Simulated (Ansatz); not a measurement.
## Geometry relaxation of TaN (part 1 of 2)

TaN (2 atoms in the cell), computed with DFT PBE+D3(BJ), scalar-relativistic, plane waves, PAW, no spin polarisation (Ansatz 0.2.0).

The structure derives from an entry of the Crystallography Open Database. Figures and captions count atoms from 1; the log counts them from 0 in places.

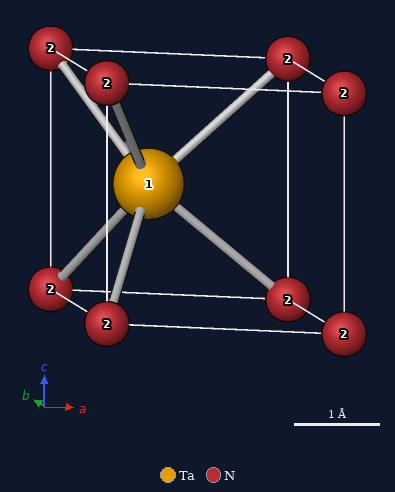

The starting structure (ball-and-stick view of the cell of the calculation, seen slightly off an axis; atoms are numbered from 1 in the order of the input). An atom can appear more than once, as a periodic image. Near neighbours in the periodic cell (some may lie outside the picture): Ta has 6 N at 2.23 Å and 8 Ta at 2.88 to 2.94 Å; N has 6 Ta at 2.23 Å.

### Input file
```yaml
crystal:
  lattice:
    - [2.9379988584, 0.0, 0.0]
    - [-1.4689994292, 2.5443816477, 0.0]
    - [0.0, 0.0, 2.883]
  atoms:
    - { symbol: Ta, position: [0.3333333333, 0.6666666667, 0.5] }
    - { symbol: "N", position: [0.0, 0.0, 0.0] }
basis:
  ecutwfc: 420
kpoints:
  mp_grid: { grid: [18, 18, 14] }
hamiltonian:
  xc: pbe
  dispersion: d3bj
scf:
  occupations: { method: gaussian, width: 0.1 }
output:
  forces: true
  stress: true
  eigenvalues: true
  write_density: true
  write_potential: true
  elf: true
  volumetric_format: npy
relax:
  adjacent_minimum: "off"
  f_tol: 0.005
  max_steps: 80
  cell: { stress_tol: 0.05 }
```

Machine: 4 threads of Intel Xeon (Granite Rapids), 32 GiB of memory available, shared host.

Launch command:
```bash
ansatz run input.yaml --threads 4 --pin off --max-ram 10240MiB --backend cpu --events-out ev --progress --plain --runs-dir out
```

### The program's output
```
Engine: ansatz 0.2.0, x86_64-unknown-linux-gnu
Pseudopotentials: kind: paw
Pseudopotential: Ta, paw, valence charge 13, recommended cutoff 420 eV (normal), Ta.paw.azcp
Pseudopotential: N, paw, valence charge 5, recommended cutoff 420 eV (normal), N.paw.azcp
Functional definition: PBE
  parameter kappa = 0.804
  parameter beta = 0.06672455060314922
  exchange = pbe_x(kappa = kappa, mu = beta*pi^2/3)
  correlation = pbe_c(beta = beta)
Crystal: 2 atoms, lattice volume = 21.552 Å³
Basis set: ecut = 420 eV, 405 PW (Γ), exchange–correlation on 40×40×40 points (8 copies of the dense FFT grid, shifted against one another)
Bands: 13, of which v1, the nominal top of the filled ones, is band 9 counted from 1 (8 counted from 0)
Symmetry: 12 space group operations
Space group: P-6m2 (ITA 187), of the structure as read, at distance tolerance 2.8e-5 Å
k-points: 296 of 4536 (time reversal used)
Non-local potential: Ta, projectors of the file, l = 0: 3, l = 1: 2, l = 2: 2, l = 3: 1
Non-local potential: N, projectors of the file, l = 0: 2, l = 1: 2, l = 2: 1
PAW form: soft (Blöchl's): semilocal exchange-correlation on the pseudo side does not see the compensation charge
PAW one-centre angular grid: Ta, 590 points (default); XC on 64 Gauss nodes
PAW one-centre angular grid: N, 110 points (default); XC on 64 Gauss nodes
Initial density: superposition of atomic densities (neutral atoms: chi_scale 0, normalization atom), corrected by the library's trained network
Initial wavefunctions: pseudopotential atomic-orbital guess
Functional: x = pbe(κ = 0.804, μ = 0.2195149727645171), c = pbe(β = 0.06672455060314922)
SCF iter   1: F=—  HF=-10319.454139 eV  |F-HF|=—  |Δ(HF+E_count)|=         —  Δρ=7.95e-3  dr2=5.99e-3  ethr=1.77e-3  ⟨swp⟩=5.6  Hψ=19138  notcnv=0
preconditioner: auto → none  [metal: Δε(μ)=0.068 eV  Ē_g=11.042 eV  σ=0.100 eV  W_gap=0.37  n_scr=8 (ndim 8)  ℏωp=25.3 eV  f_vac=0.000  D(μ)=0.05/eV (n_scr^D=0)  sad-step TF]
SCF iter   2: F=—  HF=-10319.455715 eV  |F-HF|=—  |Δ(HF+E_count)|=   1.58e-3  Δρ=4.91e-3  dr2=2.96e-3  ethr=3.33e-5  ⟨swp⟩=2.0  Hψ=7056  notcnv=0
SCF iter   3: F=—  HF=-10319.456029 eV  |F-HF|=—  |Δ(HF+E_count)|=   3.14e-4  Δρ=8.09e-4  dr2=5.22e-5  ethr=1.64e-5  ⟨swp⟩=2.4  Hψ=5798  notcnv=0
SCF iter   4: F=—  HF=-10319.456028 eV  |F-HF|=—  |Δ(HF+E_count)|=   4.49e-7  Δρ=1.22e-4  dr2=1.96e-6  ethr=2.90e-7  ⟨swp⟩=2.0  Hψ=6439  notcnv=0
iter 5 did not close the SCF: its close was put off for the readings that it lacked (scf_convergence_deferred on its scf_iter line)
SCF iter   5: F=-10319.456028 eV  HF=-10319.456028 eV  |F-HF|=3.63e-8  |Δ(HF+E_count)|=   2.91e-7  Δρ=2.04e-5  dr2=8.37e-8  ethr=1.09e-8  ⟨swp⟩=2.2  Hψ=5358  notcnv=0
SCF iter   6: F=-10319.456028 eV  HF=-10319.456028 eV  |F-HF|=3.46e-10  |Δ(HF+E_count)|=  2.91e-11  Δρ=4.61e-6  dr2=2.32e-9  ethr=4.65e-10  ⟨swp⟩=6.4  Hψ=22777  notcnv=0
SCF 1 converged in 6 iterations: F = -10319.456028 eV  dr2 = 2.32e-9
  greatest PAW one-centre occupation: 0.999 electrons in one spin orbital (limit 2), on the Ta atom at site 0 (counted from 0), in its partial waves of l = 0
relax step   1: F+E_penalty+E_count = -10319.45602811 eV  Δ(F+E_penalty+E_count) = +0.000e0 eV  max|allowed force component| = 1.850e-17 eV/Å  Δτ_max = 0.0000 Å  P = -2.460 GPa  Ω = 21.552 Å³  (6 SCF iters, dr2 threshold 1.00e-7 eV, accepted)
Crystal: 2 atoms, lattice volume = 21.274 Å³
Initial density: handed on by an earlier stage of this run
Initial wavefunctions: those handed on with the density
iter 1 solved again at ethr=4.75e-6 eV; its pass at ethr=3.10e-3 eV (dr2=8.55e-4 eV) is discarded
SCF iter   1: F=—  HF=-10319.455677 eV  |F-HF|=—  |Δ(HF+E_count)|=         —  Δρ=2.19e-3  dr2=9.02e-4  ethr=4.75e-6  ⟨swp⟩=2.0  Hψ=24067  notcnv=0
preconditioner: auto → none  [metal: Δε(μ)=0.063 eV  Ē_g=11.177 eV  σ=0.100 eV  W_gap=0.34  n_scr=8 (ndim 8)  ℏωp=25.5 eV  f_vac=0.000  D(μ)=0.05/eV (n_scr^D=0)]
SCF iter   2: F=—  HF=-10319.455409 eV  |F-HF|=—  |Δ(HF+E_count)|=   2.67e-4  Δρ=6.82e-4  dr2=6.90e-5  ethr=4.75e-6  ⟨swp⟩=2.5  Hψ=5438  notcnv=0
SCF iter   3: F=—  HF=-10319.455412 eV  |F-HF|=—  |Δ(HF+E_count)|=   2.51e-6  Δρ=1.44e-4  dr2=1.75e-6  ethr=3.83e-7  ⟨swp⟩=2.3  Hψ=5413  notcnv=0
iter 4 did not close the SCF: its close was put off for the readings that it lacked (scf_convergence_deferred on its scf_iter line)
SCF iter   4: F=-10319.455413 eV  HF=-10319.455413 eV  |F-HF|=4.41e-9  |Δ(HF+E_count)|=   1.16e-6  Δρ=1.00e-5  dr2=1.13e-8  ethr=9.75e-9  ⟨swp⟩=2.4  Hψ=5765  notcnv=0
iter 5 did not close the SCF: its close was put off for the readings that it lacked (scf_convergence_deferred on its scf_iter line)
SCF iter   5: F=-10319.455413 eV  HF=-10319.455413 eV  |F-HF|=5.28e-11  |Δ(HF+E_count)|=   1.39e-9  Δρ=1.44e-6  dr2=2.17e-10  ethr=6.28e-11  ⟨swp⟩=2.0  Hψ=6201  notcnv=0
SCF iter   6: F=-10319.455413 eV  HF=-10319.455413 eV  |F-HF|=5.46e-12  |Δ(HF+E_count)|=  1.02e-10  Δρ=2.11e-7  dr2=2.67e-12  ethr=1.21e-12  ⟨swp⟩=4.9  Hψ=18680  notcnv=0
SCF 2 converged in 6 iterations: F = -10319.455413 eV  dr2 = 2.67e-12
relax step   2: F+E_penalty+E_count = -10319.45541288 eV  Δ(F+E_penalty+E_count) = +6.152e-4 eV  max|allowed force component| = 1.295e-16 eV/Å  Δτ_max = 0.0000 Å  P = +1.908 GPa  Ω = 21.274 Å³  energy of the carried Pulay correction = +8.108e-4 eV  (6 SCF iters, dr2 threshold 2.00e-7 eV, rejected (line search))
Crystal: 2 atoms, lattice volume = 21.409 Å³
iter 1 solved again at ethr=1.48e-6 eV; its pass at ethr=3.10e-3 eV (dr2=2.67e-4 eV) is discarded
SCF iter   1: F=—  HF=-10319.457865 eV  |F-HF|=—  |Δ(HF+E_count)|=         —  Δρ=1.36e-3  dr2=3.58e-4  ethr=1.48e-6  ⟨swp⟩=1.9  Hψ=24205  notcnv=0
preconditioner: auto → none  [metal: Δε(μ)=0.069 eV  Ē_g=11.125 eV  σ=0.100 eV  W_gap=0.37  n_scr=8 (ndim 8)  ℏωp=25.4 eV  f_vac=0.000  D(μ)=0.05/eV (n_scr^D=0)]
SCF iter   2: F=—  HF=-10319.457750 eV  |F-HF|=—  |Δ(HF+E_count)|=   1.15e-4  Δρ=4.32e-4  dr2=2.57e-5  ethr=1.48e-6  ⟨swp⟩=2.5  Hψ=5836  notcnv=0
SCF iter   3: F=—  HF=-10319.457758 eV  |F-HF|=—  |Δ(HF+E_count)|=   8.04e-6  Δρ=9.21e-5  dr2=6.09e-7  ethr=1.43e-7  ⟨swp⟩=2.3  Hψ=5336  notcnv=0
SCF iter   4: F=—  HF=-10319.457758 eV  |F-HF|=—  |Δ(HF+E_count)|=   2.99e-7  Δρ=5.96e-6  dr2=3.66e-9  ethr=3.38e-9  ⟨swp⟩=2.5  Hψ=5481  notcnv=0
SCF iter   5: F=—  HF=-10319.457758 eV  |F-HF|=—  |Δ(HF+E_count)|=  7.95e-10  Δρ=5.89e-7  dr2=4.07e-11  ethr=2.04e-11  ⟨swp⟩=2.3  Hψ=6090  notcnv=0
SCF iter   6: F=-10319.457758 eV  HF=-10319.457758 eV  |F-HF|=3.64e-12  |Δ(HF+E_count)|=  5.46e-12  Δρ=1.26e-7  dr2=1.24e-12  ethr=1.00e-12  ⟨swp⟩=6.0  Hψ=15846  notcnv=0
SCF 3 converged in 6 iterations: F = -10319.457758 eV  dr2 = 1.24e-12
relax step   3: F+E_penalty+E_count = -10319.45775790 eV  Δ(F+E_penalty+E_count) = -1.730e-3 eV  max|allowed force component| = 1.110e-16 eV/Å  Δτ_max = 0.0000 Å  P = -0.194 GPa  Ω = 21.409 Å³  energy of the carried Pulay correction = +4.118e-4 eV  (6 SCF iters, accepted)
Crystal: 2 atoms, lattice volume = 21.399 Å³
iter 1 solved again at ethr=7.56e-9 eV; its pass at ethr=3.10e-3 eV (dr2=1.36e-6 eV) is discarded
SCF iter   1: F=—  HF=-10319.457787 eV  |F-HF|=—  |Δ(HF+E_count)|=         —  Δρ=8.43e-5  dr2=1.33e-6  ethr=7.56e-9  ⟨swp⟩=2.0  Hψ=23533  notcnv=0
preconditioner: auto → none  [metal: Δε(μ)=0.068 eV  Ē_g=11.132 eV  σ=0.100 eV  W_gap=0.37  n_scr=8 (ndim 8)  ℏωp=25.4 eV  f_vac=0.000  D(μ)=0.05/eV (n_scr^D=0)]
iter 2 did not close the SCF: its close was put off for the readings that it lacked (scf_convergence_deferred on its scf_iter line)
SCF iter   2: F=-10319.457799 eV  HF=-10319.457799 eV  |F-HF|=4.59e-8  |Δ(HF+E_count)|=   1.14e-5  Δρ=2.49e-5  dr2=1.03e-7  ethr=7.42e-9  ⟨swp⟩=2.2  Hψ=5204  notcnv=0
iter 3 did not close the SCF: its close was put off for the readings that it lacked (scf_convergence_deferred on its scf_iter line)
SCF iter   3: F=-10319.457799 eV  HF=-10319.457799 eV  |F-HF|=1.08e-9  |Δ(HF+E_count)|=   1.06e-8  Δρ=5.33e-6  dr2=2.88e-9  ethr=5.75e-10  ⟨swp⟩=2.1  Hψ=5025  notcnv=0
iter 4 did not close the SCF: its close was put off for the readings that it lacked (scf_convergence_deferred on its scf_iter line)
SCF iter   4: F=-10319.457799 eV  HF=-10319.457799 eV  |F-HF|=2.55e-11  |Δ(HF+E_count)|=   1.56e-9  Δρ=6.72e-7  dr2=6.23e-11  ethr=1.60e-11  ⟨swp⟩=2.3  Hψ=5436  notcnv=0
iter 5 did not close the SCF: its close was put off for the readings that it lacked (scf_convergence_deferred on its scf_iter line)
SCF iter   5: F=-10319.457799 eV  HF=-10319.457799 eV  |F-HF|=5.46e-12  |Δ(HF+E_count)|=  1.09e-11  Δρ=1.11e-7  dr2=1.58e-12  ethr=1.00e-12  ⟨swp⟩=2.1  Hψ=6140  notcnv=0
SCF iter   6: F=-10319.457799 eV  HF=-10319.457799 eV  |F-HF|=3.64e-12  |Δ(HF+E_count)|=  1.82e-12  Δρ=1.12e-8  dr2=1.67e-14  ethr=1.00e-12  ⟨swp⟩=4.0  Hψ=15411  notcnv=0
SCF 4 converged in 6 iterations: F = -10319.457799 eV  dr2 = 1.67e-14
relax step   4: F+E_penalty+E_count = -10319.45779873 eV  Δ(F+E_penalty+E_count) = -4.083e-5 eV  max|allowed force component| = 1.850e-17 eV/Å  Δτ_max = 0.0000 Å  P = -0.009 GPa  Ω = 21.399 Å³  energy of the carried Pulay correction = +4.420e-4 eV  (6 SCF iters, dr2 threshold 2.00e-7 eV, accepted)
Initial wavefunctions: pseudopotential atomic-orbital guess (no wavefunctions were taken with the density)
iter 1 solved again at ethr=1.09e-7 eV; its pass at ethr=3.10e-3 eV (dr2=1.96e-5 eV) is discarded
SCF iter   1: F=—  HF=-10319.457360 eV  |F-HF|=—  |Δ(HF+E_count)|=         —  Δρ=4.04e-5  dr2=5.70e-8  ethr=1.09e-7  ⟨swp⟩=3.1  Hψ=30507  notcnv=0
SCF iter   2: F=—  HF=-10319.457372 eV  |F-HF|=—  |Δ(HF+E_count)|=   1.23e-5  Δρ=1.91e-5  dr2=8.69e-9  ethr=3.17e-10  ⟨swp⟩=2.1  Hψ=6041  notcnv=0
SCF iter   3: F=—  HF=-10319.457372 eV  |F-HF|=—  |Δ(HF+E_count)|=   2.97e-8  Δρ=3.02e-6  dr2=2.17e-10  ethr=4.83e-11  ⟨swp⟩=2.0  Hψ=5084  notcnv=0
iter 4 did not close the SCF: its close was put off for the readings that it lacked (scf_convergence_deferred on its scf_iter line)
SCF iter   4: F=-10319.457372 eV  HF=-10319.457372 eV  |F-HF|=1.82e-12  |Δ(HF+E_count)|=  9.57e-10  Δρ=2.16e-7  dr2=3.40e-12  ethr=1.20e-12  ⟨swp⟩=2.1  Hψ=5521  notcnv=0
iter 5 did not close the SCF: its close was put off for the readings that it lacked (scf_convergence_deferred on its scf_iter line)
SCF iter   5: F=-10319.457372 eV  HF=-10319.457372 eV  |F-HF|=0.00e0  |Δ(HF+E_count)|=  5.46e-12  Δρ=2.90e-8  dr2=1.93e-13  ethr=1.00e-12  ⟨swp⟩=1.0  Hψ=3848  notcnv=0
iter 6 did not close the SCF: its close was put off for the readings that it lacked (scf_convergence_deferred on its scf_iter line)
SCF iter   6: F=-10319.457372 eV  HF=-10319.457372 eV  |F-HF|=5.46e-12  |Δ(HF+E_count)|=  5.46e-12  Δρ=4.50e-9  dr2=3.71e-15  ethr=1.00e-12  ⟨swp⟩=1.0  Hψ=3848  notcnv=0
iter 7 did not close the SCF: its close was put off for the readings that it lacked (scf_convergence_deferred on its scf_iter line)
SCF iter   7: F=-10319.457372 eV  HF=-10319.457372 eV  |F-HF|=1.82e-12  |Δ(HF+E_count)|=  3.64e-12  Δρ=1.11e-9  dr2=2.36e-16  ethr=1.00e-12  ⟨swp⟩=1.0  Hψ=3848  notcnv=0
SCF iter   8: F=-10319.457372 eV  HF=-10319.457372 eV  |F-HF|=7.28e-12  |Δ(HF+E_count)|=  5.46e-12  Δρ=2.39e-10  dr2=3.74e-18  ethr=1.00e-12  ⟨swp⟩=2.8  Hψ=10436  notcnv=0
SCF 5 converged in 8 iterations: F = -10319.457372 eV  dr2 = 3.74e-18
relax step   5: F+E_penalty+E_count = -10319.45737206 eV  Δ(F+E_penalty+E_count) = +4.267e-4 eV  max|allowed force component| = 1.850e-17 eV/Å  Δτ_max = 0.0000 Å  P = -0.040 GPa  Ω = 21.399 Å³  stress off target by 5.59e-2 GPa  SCF on the basis re-selected at this cell (its energy is not comparable with the rows above)  (8 SCF iters)
basis re-selected at this cell: Δ(F+E_penalty+E_count) = +4.267e-4 eV, ΔP = -0.031 GPa vs the last step (what re-selecting the basis moved, of the pressure what is left beyond the Pulay correction that the steps carried, after the strain that the cell walked since its last selection, with what the two solves' SCF thresholds leave and, on support functions, any second-order correction that the steps lacked; it is no measure of the basis error at this ecutwfc). This SCF's stress stands 5.59e-2 GPa from its target on what of the cell is left free (relax.cell.stress_tol is 5.00e-2 GPa) and its largest allowed force component is 1.85e-17 eV/Å (relax.f_tol is 5.00e-3 eV/Å): not within both, so this SCF does not close the relaxation
Crystal: 2 atoms, lattice volume = 21.396 Å³
iter 1 solved again at ethr=2.93e-10 eV; its pass at ethr=3.10e-3 eV (dr2=5.27e-8 eV) is discarded
```
